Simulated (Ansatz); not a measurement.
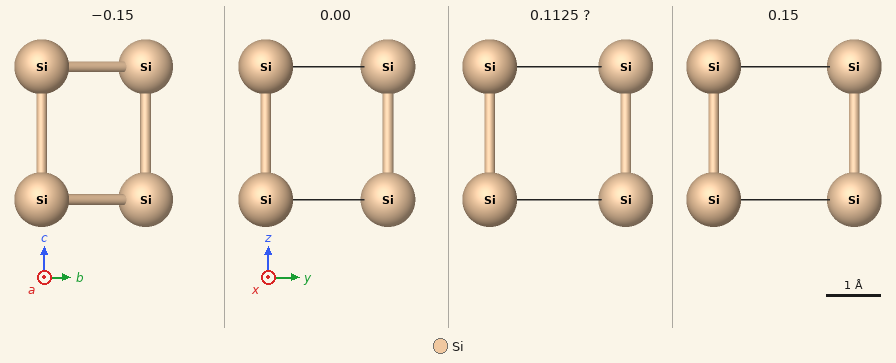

A scan of a crystal of Si (P6/mmm): the cell is strained along y alone, with the atoms kept at their fractional coordinates. x, y and z are the Cartesian axes of the input. The picture is a ball-and-stick view of the cell of the calculation, seen along the a axis.

Computed with DFT LDA, scalar-relativistic, plane waves, PAW (Ansatz 0.2.0). Settings: plane-wave cutoff 420 eV; k-point mesh 24 × 24 × 20; occupations gaussian; smearing width 0.15 eV; no spin polarisation. Energies (free energies at the smearing named) are counted from the cell as listed in its source, which wasn't relaxed.

```
 strain  energy change (meV/atom)
−0.1500                     281.9
−0.1125                     139.5
−0.0750                      54.1
−0.0375                      10.3
 0.0000                       0.0
 0.0375                      11.4
 0.0750                      38.2
 0.1125                         ?
 0.1312                      99.8
 0.1500                     124.1
```

One row is withheld. What is its energy?

A straight line between the two neighbours gives 79.3 meV/atom. A cubic through the four nearest rows (0.0375, 0.0750, 0.1312, 0.1500) gives, with Lagrange weights, (−0.0665)(11.4) + (0.3327)(38.2) + (1.0653)(99.8) + (−0.3316)(124.1) = 77.1 meV/atom. The calculation gives 77.2 meV/atom, so the cubic is 0.1 meV/atom too low and the straight line 2.1 meV/atom too high, as the curve bends upwards here.

The whole profile:

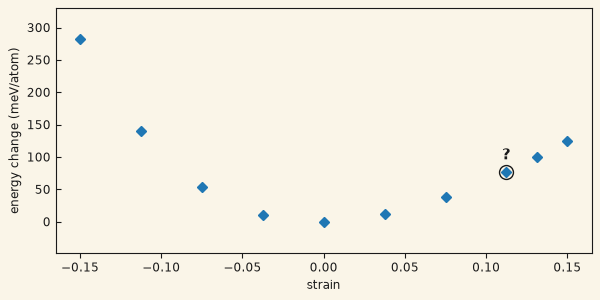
